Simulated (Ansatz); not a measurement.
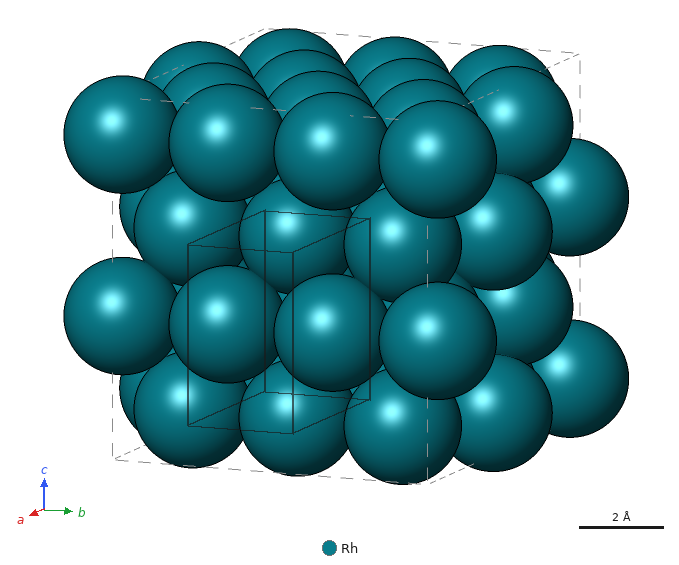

This space-filling model is shown slightly off an axis. A 2×3×2 array of cells is drawn; the conventional unit cell has the solid edges.

What structure is drawn here?

The element is rhodium. The symmetry is that of C2/m (No. 12), on a base-centred monoclinic lattice. The cell holds four atoms.

It goes back to a structure listed in the Materials Project. The cell was then strained or its atoms displaced on purpose. Ansatz was used for an electronic-structure calculation on it.

At this level of theory the run's own cell isn't at rest (stretched, at -7 GPa and forces up to 1.6 eV/Å), so its distances can differ from those at equilibrium, the more so the softer the solid.
